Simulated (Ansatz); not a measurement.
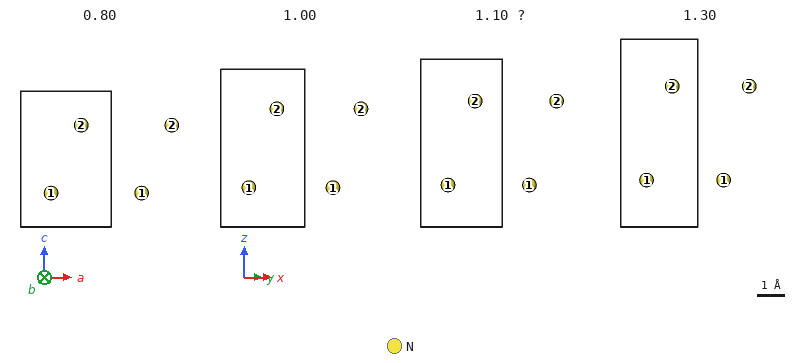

Energy scan for solid N (P6_3/mmc), in which the ratio of the cell's length along z to its lengths across, counted as 1 for the reference, is changed at fixed volume (a c/a path), with the atoms kept at their fractional coordinates. x, y and z are the Cartesian axes of the input. The picture is a ball-and-stick view of the cell of the calculation, repeated 2 × 2 × 1 with one cell outlined, seen along the b axis.

Theory: Ansatz, DFT LDA, scalar-relativistic, plane waves, PAW. Settings: plane-wave cutoff 420 eV; k-point mesh 12 × 12 × 6; occupations gaussian; smearing width 0.05 eV; collinear spin. Energies (free energies at the smearing named) are counted from the cell as listed in its source, which wasn't relaxed.

| axial ratio over its reference value | energy change (meV/atom) |
| --- | --- |
| 0.80 | 3.38 |
| 0.85 | 1.93 |
| 0.92 | 0.56 |
| 0.96 | 0.14 |
| 1.00 | 0.00 |
| 1.05 | 0.17 |
| 1.10 | ? |
| 1.20 | 2.74 |
| 1.30 | 6.44 |

Estimate the missing energy from the other rows, and compare with the calculation.

A straight line between the two neighbours gives 1.03 meV/atom. A cubic through the four nearest rows (1.00, 1.05, 1.20, 1.30) gives, with Lagrange weights, (−0.3333)(0.00) + (1.0667)(0.17) + (0.3333)(2.74) + (−0.0667)(6.44) = 0.67 meV/atom. The calculation gives 0.62 meV/atom, so the cubic is 0.05 meV/atom too high and the straight line 0.41 meV/atom too high, as the curve bends upwards here.

The whole profile:

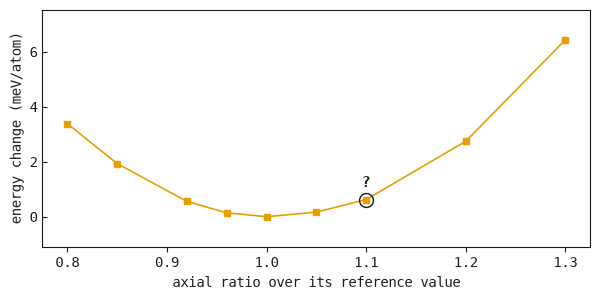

Limits of the set-up: layers or molecules are held without a dispersion correction, so their spacing is unreliable.
